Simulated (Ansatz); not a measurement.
**Geometry relaxation of MgO**

- system: MgO (P4/mmm, 2 atoms in the cell)
- method: DFT PBE, scalar-relativistic, plane waves, PAW, no spin polarisation (Ansatz 0.2.0)

The structure was built on a prototype by a generator; it need not be a known phase. It belongs to a series of runs on one base structure; here: random cell with space group Fmm2 (No. 42). Figures and captions count atoms from 1; the log counts them from 0 in places.

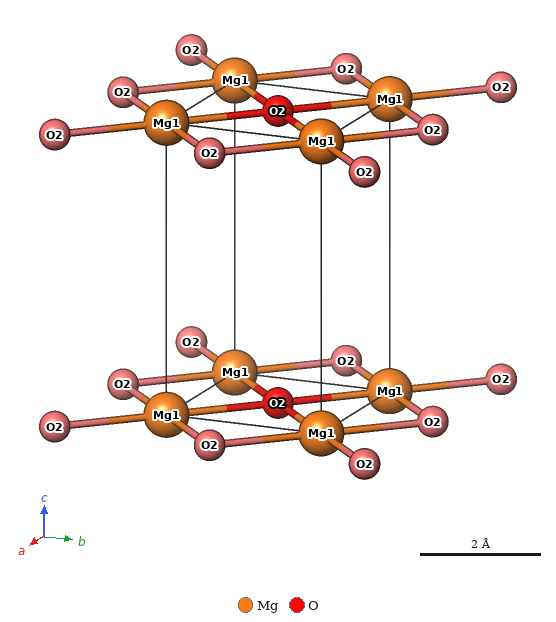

**Figure 1.** The starting structure (ball-and-stick view of the cell of the calculation, seen slightly off an axis; neighbours outside the cell are drawn fainter; atoms are numbered from 1 in the order of the input).

Key numbers

| quantity | value |
| --- | --- |
| outcome | converged |
| space group (tolerance 0.01 Å) | P4/mmm (123) |
| electrons treated | 16 |
| free energy | −2493.3403 eV |
| Fermi energy | 2.294 eV |
| gap on the k-point mesh | 2.28 eV |
| pressure | 0.02 GPa |
| final volume | 40.60 Å³ |
| largest force (length of the vector) at the end | under 0.001 eV/Å |
| final cell | a = 2.829 Å, b = 2.829 Å, c = 5.073 Å, α = 90.00°, β = 90.00°, γ = 90.00° |
| hardware | 1 thread of Intel Xeon @ 2.50GHz (Skylake/Cascade Lake), 192 GiB of memory available, shared host |
| wall time | 8.1 s |
| peak memory | 0.39 GiB |

Input file
```yaml
crystal:
  lattice:
    - [2.8288799266, 0.0, 0.0]
    - [0.0, 2.8288799266, 0.0]
    - [0.0, 0.0, 5.0728982557]
  atoms:
    - { symbol: Mg, position: [0.0, 0.0, 0.0] }
    - { symbol: O, position: [0.5, 0.5, 0.0] }
basis:
  ecutwfc: 420
kpoints:
  mp_grid: { grid: [10, 10, 6] }
hamiltonian:
  xc: pbe
scf:
  occupations: { method: gaussian, width: 0.02 }
output:
  forces: true
  stress: true
  eigenvalues: true
  write_density: true
  write_potential: true
  elf: true
  volumetric_format: npy
relax:
  adjacent_minimum: "off"
  f_tol: 0.01
  max_steps: 80
  cell: { stress_tol: 0.05 }
```

Launched with:
```bash
ansatz run input.yaml --threads 1 --pin off --max-ram 2560MiB --backend cpu --events-out ev --progress --plain --runs-dir out
```

Log
```
Engine: ansatz 0.2.0, x86_64-unknown-linux-gnu
Pseudopotentials: kind: paw
Pseudopotential: Mg, paw, valence charge 10, recommended cutoff 420 eV (normal), Mg.paw.azcp
Pseudopotential: O, paw, valence charge 6, recommended cutoff 420 eV (normal), O.paw.azcp
Functional definition: PBE
  parameter kappa = 0.804
  parameter beta = 0.06672455060314922
  exchange = pbe_x(kappa = kappa, mu = beta*pi^2/3)
  correlation = pbe_c(beta = beta)
Crystal: 2 atoms, lattice volume = 40.596 Å³
Basis set: ecut = 420 eV, 805 PW (Γ), exchange–correlation on 40×40×72 points (8 copies of the dense FFT grid, shifted against one another)
Bands: 12, of which v1, the nominal top of the filled ones, is band 8 counted from 1 (7 counted from 0)
Symmetry: 16 space group operations
Space group: P4/mmm (ITA 123), of the structure as read, at distance tolerance 3.4e-5 Å
k-points: 84 of 600
Non-local potential: Mg, projectors of the file, l = 0: 3, l = 1: 2, l = 2: 1
Non-local potential: O, projectors of the file, l = 0: 2, l = 1: 2, l = 2: 1
PAW form: soft (Blöchl's): semilocal exchange-correlation on the pseudo side does not see the compensation charge
PAW one-centre angular grid: Mg, 110 points (default); XC on 64 Gauss nodes
PAW one-centre angular grid: O, 110 points (default); XC on 64 Gauss nodes
Initial density: superposition of atomic densities (neutral atoms: chi_scale 0, normalization atom), corrected by the library's trained network
Initial wavefunctions: pseudopotential atomic-orbital guess
Functional: x = pbe(κ = 0.804, μ = 0.2195149727645171), c = pbe(β = 0.06672455060314922)
SCF iter   1: F=—  HF=-2493.338206 eV  |F-HF|=—  |Δ(HF+E_count)|=         —  Δρ=2.88e-3  dr2=2.25e-3  ethr=1.77e-3  ⟨swp⟩=6.1  Hψ=6077  notcnv=0
preconditioner: auto → none  [insulator: Δε(μ)=2.215 eV  Ē_g=14.282 eV  σ=0.020 eV  W_gap=1.00  n_scr=6 (ndim 8)  ℏωp=16.5 eV  f_vac=0.416  D(μ)=0.00/eV (n_scr^D=0)  ε∞_Penn≈2.3]
SCF iter   2: F=—  HF=-2493.339731 eV  |F-HF|=—  |Δ(HF+E_count)|=   1.52e-3  Δρ=1.76e-3  dr2=8.41e-4  ethr=1.41e-5  ⟨swp⟩=2.2  Hψ=2341  notcnv=0
SCF iter   3: F=—  HF=-2493.339980 eV  |F-HF|=—  |Δ(HF+E_count)|=   2.50e-4  Δρ=7.37e-4  dr2=1.44e-4  ethr=5.25e-6  ⟨swp⟩=2.0  Hψ=1606  notcnv=0
SCF iter   4: F=—  HF=-2493.340293 eV  |F-HF|=—  |Δ(HF+E_count)|=   3.12e-4  Δρ=2.15e-4  dr2=1.36e-5  ethr=9.00e-7  ⟨swp⟩=2.0  Hψ=1584  notcnv=0
SCF iter   5: F=—  HF=-2493.340271 eV  |F-HF|=—  |Δ(HF+E_count)|=   2.15e-5  Δρ=3.60e-5  dr2=5.01e-7  ethr=8.50e-8  ⟨swp⟩=2.0  Hψ=1544  notcnv=0
SCF iter   6: F=-2493.340273 eV  HF=-2493.340273 eV  |F-HF|=6.95e-9  |Δ(HF+E_count)|=   1.98e-6  Δρ=4.74e-6  dr2=7.68e-9  ethr=6.25e-10  ⟨swp⟩=10.8  Hψ=7469  notcnv=0
SCF 1 converged in 6 iterations: F = -2493.340273 eV  dr2 = 7.68e-9
  Residual-converged pass: ⟨swp⟩=1.0  Hψ=1344  notcnv=0  max |occ|·‖R‖ = 7.0e-9 eV (tolerance 1.0e-8 eV)  dr2=7.68e-9  dr2_onsite=2.94e-9  max |Δocc| = 0.0e0
  greatest PAW one-centre occupation: 1.000 electrons in one spin orbital (limit 2), on the Mg atom at site 0 (counted from 0), in its partial waves of l = 1
relax step   1: F+E_penalty+E_count = -2493.34027321 eV  Δ(F+E_penalty+E_count) = +0.000e0 eV  max|allowed force component| = 1.006e-29 eV/Å  Δτ_max = 0.0000 Å  P = +0.020 GPa  Ω = 40.596 Å³  (6 SCF iters, dr2 threshold 1.00e-7 eV, accepted)
Initial density: handed on by an earlier stage of this run
Initial wavefunctions: pseudopotential atomic-orbital guess (no wavefunctions were taken with the density)
iter 1 solved again at ethr=1.90e-8 eV; its pass at ethr=3.10e-3 eV (dr2=3.04e-6 eV) is discarded
SCF iter   1: F=—  HF=-2493.340330 eV  |F-HF|=—  |Δ(HF+E_count)|=         —  Δρ=5.19e-6  dr2=9.92e-9  ethr=1.90e-8  ⟨swp⟩=4.1  Hψ=9186  notcnv=0
preconditioner: auto → none  [insulator: Δε(μ)=2.276 eV  Ē_g=14.312 eV  σ=0.020 eV  W_gap=1.00  n_scr=6 (ndim 8)  ℏωp=16.5 eV  f_vac=0.410  D(μ)=0.00/eV (n_scr^D=0)  ε∞_Penn≈2.3]
SCF iter   2: F=—  HF=-2493.340273 eV  |F-HF|=—  |Δ(HF+E_count)|=   5.65e-5  Δρ=3.36e-6  dr2=3.87e-9  ethr=6.20e-11  ⟨swp⟩=2.3  Hψ=1721  notcnv=0
SCF iter   3: F=—  HF=-2493.340273 eV  |F-HF|=—  |Δ(HF+E_count)|=   2.13e-9  Δρ=1.89e-6  dr2=1.13e-9  ethr=2.42e-11  ⟨swp⟩=2.0  Hψ=1344  notcnv=0
SCF iter   4: F=—  HF=-2493.340273 eV  |F-HF|=—  |Δ(HF+E_count)|=  9.27e-10  Δρ=3.71e-7  dr2=3.69e-11  ethr=7.05e-12  ⟨swp⟩=2.3  Hψ=1279  notcnv=0
SCF iter   5: F=-2493.340273 eV  HF=-2493.340273 eV  |F-HF|=8.19e-12  |Δ(HF+E_count)|=  1.80e-10  Δρ=9.48e-8  dr2=2.98e-12  ethr=1.00e-12  ⟨swp⟩=6.0  Hψ=3938  notcnv=0
SCF 2 converged in 5 iterations: F = -2493.340273 eV  dr2 = 2.98e-12
relax step   2: F+E_penalty+E_count = -2493.34027321 eV  Δ(F+E_penalty+E_count) = -3.464e-9 eV  max|allowed force component| = 5.206e-29 eV/Å  Δτ_max = 0.0000 Å  P = +0.020 GPa  Ω = 40.596 Å³  stress off target by 4.06e-2 GPa  SCF on the basis re-selected at this cell (its energy is not comparable with the rows above)  (5 SCF iters)
```

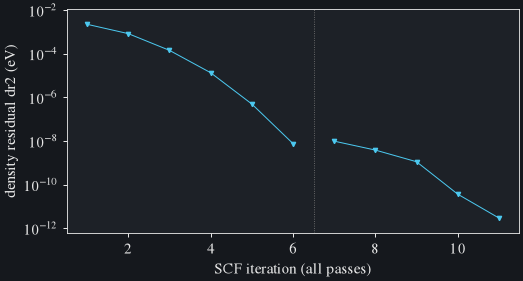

**Figure 2.** Convergence of the self-consistent field: density residual dr2 against the SCF iteration. The dotted lines part the SCF passes of the relaxation: geometry steps, rejected trials and re-solves on a re-selected basis. The passes take 6 and 5 iterations.

```
basis re-selected at this cell: Δ(F+E_penalty+E_count) = -3.464e-9 eV, ΔP = +0.000 GPa vs the last step (what re-selecting the basis moved, of the pressure what is left beyond the Pulay correction that the steps carried, after the strain that the cell walked since its last selection, with what the two solves' SCF thresholds leave and, on support functions, any second-order correction that the steps lacked; it is no measure of the basis error at this ecutwfc). This SCF's stress stands 4.06e-2 GPa from its target on what of the cell is left free (relax.cell.stress_tol is 5.00e-2 GPa) and its largest allowed force component is 5.21e-29 eV/Å (relax.f_tol is 1.00e-2 eV/Å): within both
SCF converged after 5 iterations
Free energy (F): -2493.340273 eV
Harris-Foulkes:  -2493.340273 eV  (|F-HF|=8.19e-12)
Internal energy: -2493.340273 eV  (E = F + TS)
E sigma→0 (E₀):  -2493.340273 eV
Fermi energy:    2.294454 eV
--- Per-component energies (eV) ---
  E_band       = -403.831920
  E_kinetic    = 253.385639
  E_local      = -2827.024215  (includes V_loc(G=0)·N_el)
  E_nonlocal   = 142.979470
  E_hartree    = 1111.293639
  E_xc         = -104.114612
  E_vxc        = -133.263809  (∫ρ·V_xc dr)
  E_paw        = -449.976200  (= ΣΔE_a)
  E_vpaw       = -62.498790  (= ΣTr[D̂ρ^β])
  E_aug_tail   = 0.002454  (compensation charges beyond the density's cutoff)
  E_ewald      = -619.886449
  E_smearing   = -0.000000  (= −TS)
  E_closure    = -0.000000  (closes the sum)
  Σ components = -2493.340273   (vs F -2493.340273, Δ=0.00e0)
--- Forces (eV/Å), atoms counted from 1 ---
  atom   1  Mg    -0.00000000     0.00000000     0.00000000
  atom   2  O      0.00000000     0.00000000     0.00000000
  max |Σ_I F_I| component: 9.78e-29 eV/Å
--- Stress (GPa, compression-positive) ---
        0.009695       0.000000       0.000000
        0.000000       0.009695       0.000000
        0.000000       0.000000       0.040594
  P = ⅓ Tr σ = 0.0200 GPa (0.200 kbar)
--- Band table (eV; the first three rows and the last of 84) ---
  k-point 0: bands = ["-71.5071", "-38.4093", "-38.1629", "-38.1629", "-15.1280", "-0.5995", "0.9189", "0.9189", "3.4325", "9.5588", "10.8190", "13.4576"]
  k-point 1: bands = ["-71.5071", "-38.4093", "-38.1629", "-38.1629", "-15.1269", "-0.6971", "0.9196", "0.9196", "3.7674", "8.5537", "11.8934", "13.4776"]
  k-point 2: bands = ["-71.5071", "-38.4093", "-38.1629", "-38.1629", "-15.1249", "-0.8706", "0.9202", "0.9202", "4.6359", "7.1607", "13.5183", "13.5293"]
  k-point 83: bands = ["-71.4956", "-38.3965", "-38.2244", "-38.2244", "-14.0127", "-1.5593", "-1.5593", "1.1120", "10.3089", "11.3085", "11.3085", "11.5094"]
--- Relaxed structure (1 steps of the walk, 1 accepted, 1 SCFs on fresh bases) ---
  F+E_penalty+E_count = -2493.34027321 eV   max|allowed force component| = 5.206e-29 eV/Å   (the final SCF, on the basis selected at the relaxed cell)
  cell:  # Å, volume = 40.5962 Å³
    - [2.8288799266, 0.0, 0.0]
    - [0.0, 2.8288799266, 0.0]
    - [0.0, 0.0, 5.0728982557]
  atoms:
    - { symbol: Mg, position: [0.0, 0.0, 0.0] }
    - { symbol: O, position: [0.49999999999999994, 0.49999999999999994, 0.0] }
```

Trajectory as extended XYZ (Å, eV, eV/Å), 2 frames, from step=1 to step=2
```
2
Lattice="2.8289 0.0000 0.0000 0.0000 2.8289 0.0000 0.0000 0.0000 5.0729" Properties=species:S:1:pos:R:3:forces:R:3 step=1 energy=-2493.34027 pressure_GPa=0.02
Mg    0.0000    0.0000    0.0000    0.0000   0.0000   0.0000
O     1.4144    1.4144    0.0000    0.0000   0.0000   0.0000
2
Lattice="2.8289 0.0000 0.0000 0.0000 2.8289 0.0000 0.0000 0.0000 5.0729" Properties=species:S:1:pos:R:3:forces:R:3 step=2 energy=-2493.34027 pressure_GPa=0.02
Mg    0.0000    0.0000    0.0000    0.0000   0.0000   0.0000
O     1.4144    1.4144    0.0000    0.0000   0.0000   0.0000
```

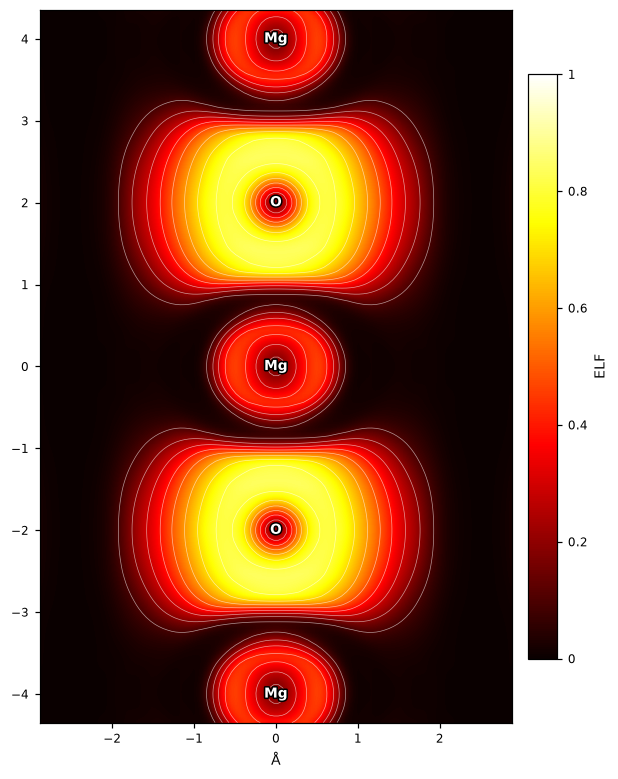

**Figure 3.** Electron localisation function on the (110) plane of the conventional cell. Mg–O (2.00 Å): the ELF is about 0.35 at the midpoint. In a PAW calculation such maps are meaningful between the atoms, not at the nuclei.

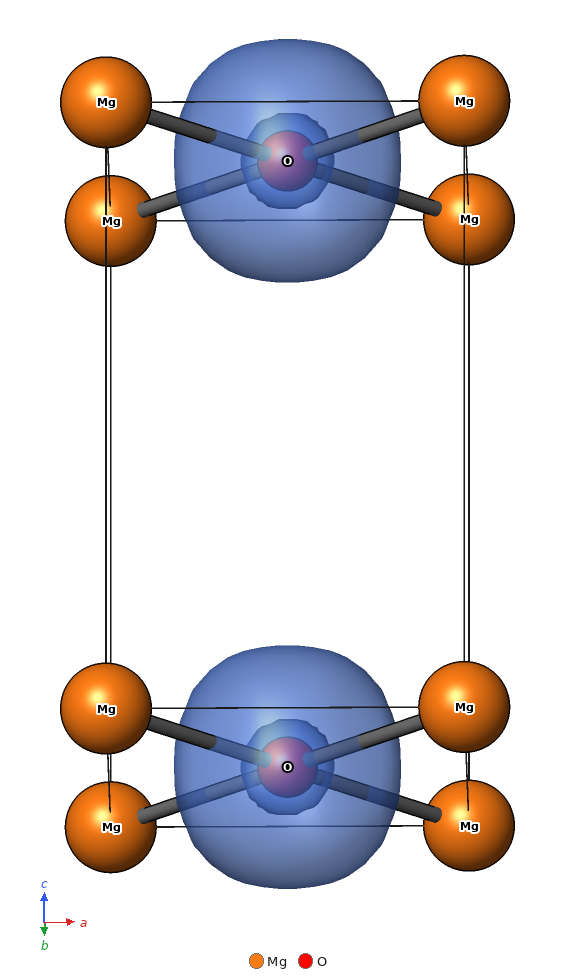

**Figure 4.** Isosurface of the electron localisation function at 0.7 (blue), seen at an oblique angle. Only the valence region is drawn (cores and ρ < 0.01 e/Å³ removed). Sticks mark near contacts. The outline is the cell set on symmetry axes. Values along the shortest contacts: Mg–O (2.00 Å): the ELF is about 0.35 at the midpoint.
